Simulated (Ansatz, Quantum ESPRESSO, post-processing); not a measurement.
# Work function of K(100), 7 layers, part 2 of 2

How much energy does it take to lift an electron out of K(100), 7 layers, and how far do the settings matter?

Quantum ESPRESSO 7.5; plane-wave DFT, PBE, GBRV ultrasoft pseudopotentials; geometry and cross-check by Ansatz 0.2.0 with PAW datasets.

So far. Step 8 (Self-consistent run: open boundaries by the effective …): The upper level is 2.219 eV against 2.216 eV from the periodic run. Step 10 (Potential by pp.x): The upper face goes from 2.216 eV (PBE, GBRV) to 2.183 eV, a change of -0.033 eV.

### Step 12. Ground state: PW91, GBRV ultrasoft

Level of this step: plane-wave DFT, PW91, GBRV ultrasoft pseudopotentials made under PBE (Quantum ESPRESSO 7.5). input_dft overrides the functional of the files.

Contents of gbrv-pw91.in:

```
&control
  prefix = 'gbrv-pw91'
  outdir = './out'
  pseudo_dir = './pseudo'
  calculation = 'scf'
  tprnfor = .true.
/
&system
  ibrav = 0
  nat = 7
  ntyp = 1
  ecutwfc = 40
  ecutrho = 200
  input_dft = 'pw91'
  occupations = 'smearing'
  smearing = 'mv'
  degauss = 0.02
/
&electrons
  conv_thr = 1e-07
  mixing_beta = 0.4
  electron_maxstep = 120
  mixing_mode = 'local-TF'
/
ATOMIC_SPECIES
  K   39.0983  k_pbe_v1.4.uspp.F.UPF
CELL_PARAMETERS angstrom
  5.23000000000000 0.00000000000000 0.00000000000000
  0.00000000000000 5.23000000000000 0.00000000000000
  0.00000000000000 0.00000000000000 31.69000000000000
ATOMIC_POSITIONS crystal
  K   -0.000000000000 -0.000000000000 0.252363736983
  K   0.500000000000 0.500000000000 0.337407630540
  K   0.000000000000 0.000000000000 0.417481855500
  K   0.500000000000 0.500000000000 0.500000000000
  K   0.000000000000 0.000000000000 0.582518144500
  K   0.500000000000 0.500000000000 0.662592348623
  K   0.000000000000 -0.000000000000 0.747636167270
K_POINTS automatic
  4 4 1 0 0 0
```

The run is started by

```console
$ OMP_NUM_THREADS=1 mpirun -n 4 pw.x -nk 1 -in gbrv-pw91.in > gbrv-pw91.out
```

Elapsed: 91 s, on 4 MPI ranks of Arm Neoverse V2, shared host; peak memory 0.94 GiB; 6 min of CPU time.

This step gave:

```
free energy  : -5430.5011 eV
Fermi energy : 0.1802 eV
```

### Step 13. Electrostatic potential

Contents of gbrv-pw91.pot.in:

```
&inputpp
  prefix = 'gbrv-pw91'
  outdir = './out'
  filplot = 'gbrv-pw91.pot.dat'
  plot_num = 11
/
```

The run is started by

```console
$ OMP_NUM_THREADS=1 mpirun -n 4 pp.x -in gbrv-pw91.pot.in > gbrv-pw91.pot.out
```

Wall time 1.2 s (4 MPI ranks); peak memory 0.25 GiB; 4.4 s of CPU time.

This step gave:

* work function of the upper face: 2.218 eV
* slope of the potential above: 0.004233 eV/Å
* upper vacuum line continued to the top atoms, over the Fermi level: 2.196 eV
* work function of the lower face: 2.219 eV
* slope of the potential below: -0.003011 eV/Å
* lower vacuum line continued to the bottom atoms, over the Fermi level: 2.202 eV

The upper face goes from 2.216 eV (PBE, GBRV) to 2.218 eV, a change of +0.002 eV.

### Step 14. All levels side by side

All levels:

| level | upper face (eV) | lower face (eV) | dipole (e Å) | CPU time (s) |
| --- | --- | --- | --- | --- |
| QE PBE GBRV, periodic | 2.216 | 2.217 | - | 380.1 |
| QE PBE GBRV, ESM bc1 | 2.219 | 2.219 | - | 549 |
| QE Wu-Cohen GBRV ultrasoft, periodic | 2.183 | 2.184 | - | 458.5 |
| QE PW91 GBRV ultrasoft, periodic | 2.218 | 2.219 | - | 362.9 |
| Ansatz PBE PAW, sawtooth (time of the whole relaxation) | 2.246 | 2.247 | 8.84e-5 | 45.38 |

The times are CPU seconds on a shared host; the codes use unlike cutoffs, datasets and smearings, so their times compare unlike work.

### Step 15. Ground state, with K_POINTS = [2, 2, 1], mixing_mode = plain, mixing_beta = 0.1 and electron_maxstep = 60

How much does a setting matter? One run is repeated with a change.

Level of this step: plane-wave DFT, PBE, GBRV ultrasoft pseudopotentials (Quantum ESPRESSO 7.5).

Contents of scf.w0.in:

```
&control
  prefix = 'scf.w0'
  outdir = './out'
  pseudo_dir = './pseudo'
  calculation = 'scf'
  tprnfor = .true.
/
&system
  ibrav = 0
  nat = 7
  ntyp = 1
  ecutwfc = 40
  ecutrho = 200
  occupations = 'smearing'
  smearing = 'mv'
  degauss = 0.02
/
&electrons
  conv_thr = 1e-07
  mixing_beta = 0.1
  electron_maxstep = 60
  mixing_mode = 'plain'
/
ATOMIC_SPECIES
  K   39.0983  k_pbe_v1.4.uspp.F.UPF
CELL_PARAMETERS angstrom
  5.23000000000000 0.00000000000000 0.00000000000000
  0.00000000000000 5.23000000000000 0.00000000000000
  0.00000000000000 0.00000000000000 31.69000000000000
ATOMIC_POSITIONS crystal
  K   -0.000000000000 -0.000000000000 0.252363736983
  K   0.500000000000 0.500000000000 0.337407630540
  K   0.000000000000 0.000000000000 0.417481855500
  K   0.500000000000 0.500000000000 0.500000000000
  K   0.000000000000 0.000000000000 0.582518144500
  K   0.500000000000 0.500000000000 0.662592348623
  K   0.000000000000 -0.000000000000 0.747636167270
K_POINTS automatic
  2 2 1 0 0 0
```

The run is started by

```console
$ OMP_NUM_THREADS=1 mpirun -n 4 pw.x -nk 1 -in scf.w0.in > scf.w0.out
```

It took 66 s on 4 MPI ranks; peak memory 1.2 GiB.

The changed values were drawn from a wide range, not chosen for quality; the comparison shows what they did here together.

Beside the run it was changed from:

| quantity | this run | unchanged run | difference |
| --- | --- | --- | --- |
| free energy (eV) | -5426.738 | -5427.096 | 0.36 |
| wall time (s) | 66 | 94 |  |
| SCF iterations | 39 | 31 |  |

The free energy moves by +51 meV an atom.

### Step 16. Electrostatic potential

The same post-processing, on the changed run.

Contents of scf.w0.pot.in:

```
&inputpp
  prefix = 'scf.w0'
  outdir = './out'
  filplot = 'scf.w0.pot.dat'
  plot_num = 11
/
```

The run is started by

```console
$ OMP_NUM_THREADS=1 mpirun -n 4 pp.x -in scf.w0.pot.in > scf.w0.pot.out
```

Run time: 1.2 s. Hardware: 4 MPI ranks; peak memory 0.25 GiB.

Beside the run it was changed from:

| quantity | this run | unchanged run | difference |
| --- | --- | --- | --- |
| work function of the upper face (eV) | 2.232 | 2.216 | 0.015 |
| work function of the lower face (eV) | 2.232 | 2.217 | 0.015 |
| upper vacuum line continued to the top atoms, over the Fermi level (eV) | 2.203 | 2.197 | 0.0063 |
| lower vacuum line continued to the bottom atoms, over the Fermi level (eV) | 2.210 | 2.202 | 0.0082 |
| wall time (s) | 1.2 | 1.2 |  |

Levels move by up to 15 meV, which is small.

### Step 17. Ground state, with K_POINTS = [1, 1, 1]

Another try, with an input changed as a hurried user might.

Contents of scf.bad.in:

```
&control
  prefix = 'scf.bad'
  outdir = './out'
  pseudo_dir = './pseudo'
  calculation = 'scf'
  tprnfor = .true.
/
&system
  ibrav = 0
  nat = 7
  ntyp = 1
  ecutwfc = 40
  ecutrho = 200
  occupations = 'smearing'
  smearing = 'mv'
  degauss = 0.02
/
&electrons
  conv_thr = 1e-07
  mixing_beta = 0.4
  electron_maxstep = 60
  mixing_mode = 'local-TF'
/
ATOMIC_SPECIES
  K   39.0983  k_pbe_v1.4.uspp.F.UPF
CELL_PARAMETERS angstrom
  5.23000000000000 0.00000000000000 0.00000000000000
  0.00000000000000 5.23000000000000 0.00000000000000
  0.00000000000000 0.00000000000000 31.69000000000000
ATOMIC_POSITIONS crystal
  K   -0.000000000000 -0.000000000000 0.252363736983
  K   0.500000000000 0.500000000000 0.337407630540
  K   0.000000000000 0.000000000000 0.417481855500
  K   0.500000000000 0.500000000000 0.500000000000
  K   0.000000000000 0.000000000000 0.582518144500
  K   0.500000000000 0.500000000000 0.662592348623
  K   0.000000000000 -0.000000000000 0.747636167270
K_POINTS automatic
  1 1 1 0 0 0
```

The run is started by

```console
$ OMP_NUM_THREADS=1 mpirun -n 4 pw.x -nk 1 -in scf.bad.in > scf.bad.out
```

It took 30 s on 4 MPI ranks; peak memory 1.2 GiB; 2 min of CPU time.

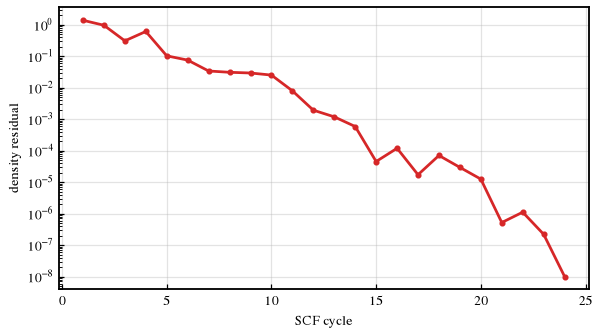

Residual by cycle in this run.

The cycle converged. A setting was moved off its sound value on purpose, so this run is a test.

The fault put into the input: the zone centre alone in the plane of the slab (K_POINTS = [1, 1, 1]).

Beside the run it was changed from:

| quantity | this run | unchanged run | difference |
| --- | --- | --- | --- |
| free energy (eV) | -5432.928 | -5427.096 | -5.8 |
| wall time (s) | 30 | 94 |  |
| SCF iterations | 24 | 31 |  |

The free energy moves by -8.3e+02 meV an atom.

### Step 18. Potential by pp.x

Contents of scf.bad.pot.in:

```
&inputpp
  prefix = 'scf.bad'
  outdir = './out'
  filplot = 'scf.bad.pot.dat'
  plot_num = 11
/
```

The run is started by

```console
$ OMP_NUM_THREADS=1 mpirun -n 4 pp.x -in scf.bad.pot.in > scf.bad.pot.out
```

Elapsed: 1.2 s, on 4 MPI ranks; peak memory 0.25 GiB.

Beside the run it was changed from:

| quantity | this run | unchanged run | difference |
| --- | --- | --- | --- |
| work function of the upper face (eV) | 2.957 | 2.216 | 0.74 |
| work function of the lower face (eV) | 2.957 | 2.217 | 0.74 |
| upper vacuum line continued to the top atoms, over the Fermi level (eV) | 2.943 | 2.197 | 0.75 |
| lower vacuum line continued to the bottom atoms, over the Fermi level (eV) | 2.947 | 2.202 | 0.74 |
| wall time (s) | 1.2 | 1.2 |  |

Levels move by up to 747 meV, so the change matters at the level of the results.

### Step 19. By hand

In the first self-consistent run, on its own zero, the Fermi level is 0.181 eV and the upper vacuum level 2.398 eV: φ = 2.398 − (0.181) = 2.217 eV.

### Step 20. Summary of results

| Property | Result |
| --- | --- |
| work function of the upper face, PBE, GBRV | 2.22 eV |
| work function of the lower face, PBE, GBRV | 2.22 eV |
| upper face by ESM | 2.22 eV |
| upper face by Ansatz | 2.25 eV |

In words: At the first level (PBE, GBRV ultrasoft) the work function comes to 2.22 eV on both faces. ESM differs from the periodic treatment by +2 meV on the upper face and +2 meV on the lower. Over the levels tried the upper face spans 2.18 eV (QE Wu-Cohen GBRV ultrasoft, periodic) to 2.25 eV (Ansatz PBE PAW, sawtooth). Quantum ESPRESSO and Ansatz give 2.22 and 2.25 eV for the upper face, which agree. Ansatz ran with Fermi-Dirac smearing of 0.1 eV against cold smearing of 0.02 Ry, which alone can move a level by some tens of meV. With 4×4 points and so few layers the values hold to some 0.05 to 0.1 eV. The slab is cut at a tabulated measured bulk lattice constant, given to two decimals, at low temperature.

Computed beside measured:

```
                                                                     quantity  measured      QE PBE GBRV  QE PBE GBRV, ESM bc1  QE Wu-Cohen GBRV     QE PW91 GBRV   Ansatz PBE PAW
work function, loosely compared (polycrystalline sample, no single face) (eV)      2.29  2.22 (-0.07 eV)       2.22 (-0.07 eV)   2.18 (-0.11 eV)  2.22 (-0.07 eV)  2.25 (-0.04 eV)
```

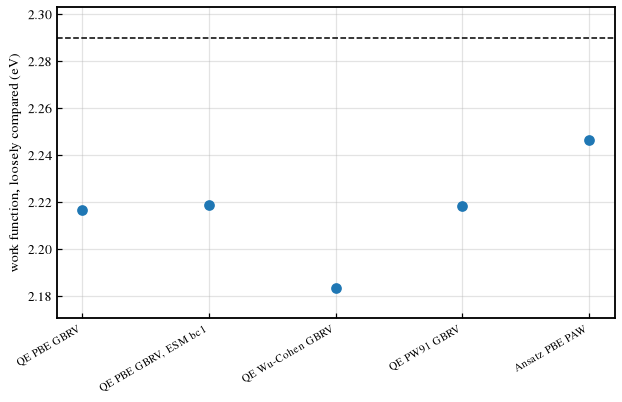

The work function, loosely compared by level; the dashed line is the measured value.

Measured values from arxiv:1902.07811 (2019).

Verdict: For the work function, set beside that of the polycrystal,, of the levels listed nearest comes Ansatz PBE PAW (-0.04 eV) and farthest QE Wu-Cohen GBRV (-0.11 eV). A polycrystal averages over faces, so this is a loose comparison.

[Logs are printed without paths, hosts, clocks, repeated set-up lines and the standing remarks that a program may print on its own settings, such as how far it seeks lower states.]

[Hosts, paths, dates, database ids (printed as entryN), source tags and the programs' standing remarks are cut or masked in the printed files.]

[Maps of the electrostatic potential energy from Ansatz leave out the sawtooth potential of an applied field or a dipole correction, so their vacuum need not be flat; planar profiles and work functions include it.]
